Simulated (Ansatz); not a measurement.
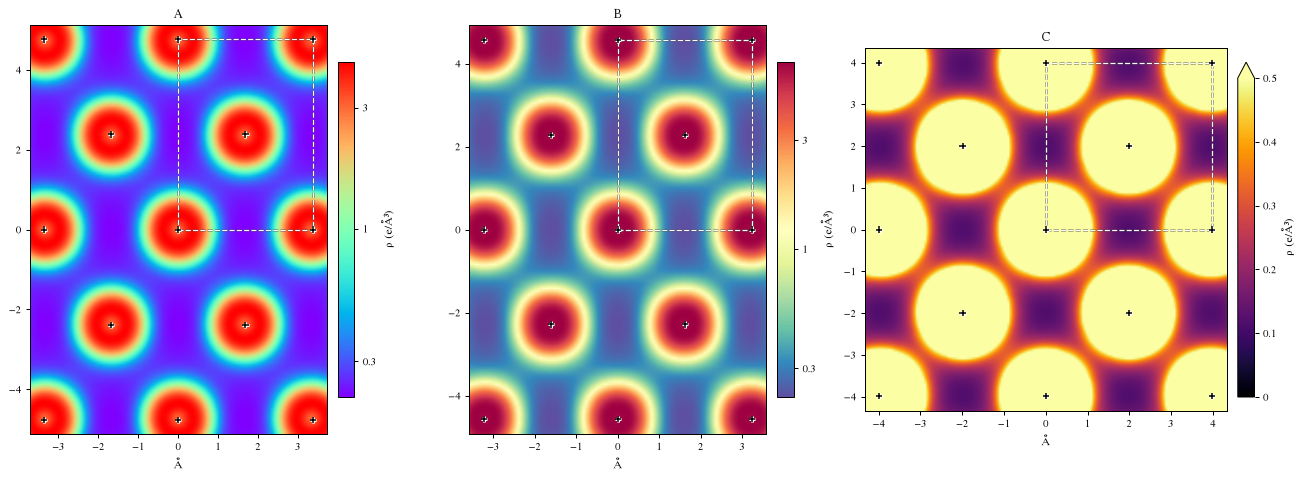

The valence charge density (pseudo) of 3 systems, each on a plane through atoms (crosses mark nuclei in the plane).

Method: Kohn-Sham DFT of a periodic cell, PBE0, Ansatz PAW in Ansatz.

System 1: Mo, the (011̄) plane of the conventional cell. Space group Im-3m; a structure from a database of computed crystals, not necessarily the ambient phase; computed pressure about −20 GPa in this cell.

System 2: Au, the (001) plane of the conventional cell. Space group Fm-3m; computed pressure about 23 GPa in this cell.

```
Au
1.0
     3.98692    0.00000    0.00000
     0.00000    3.98692    0.00000
     0.00000    0.00000    3.98692
Au
4
Direct
  0.00000 0.00000 0.00000
  0.50000 0.50000 0.00000
  0.50000 0.00000 0.50000
  0.00000 0.50000 0.50000
```

System 3: Ta, the (101̄) plane of the conventional cell. Space group Im-3m; computed pressure about −8 GPa in this cell.

> Match each panel to its system.

Panel A is system 3, Ta: the plane holds Ta. Ta–Ta (2.92 Å): ρ is about 0.28 e/Å³ halfway. Panel B is system 1, Mo: the plane holds Mo. Mo–Mo (2.80 Å): ρ at the midpoint is about 0.35 e/Å³. Panel C is system 2, Au: the plane holds Au. Au–Au (2.82 Å): ρ is about 0.31 e/Å³ halfway.
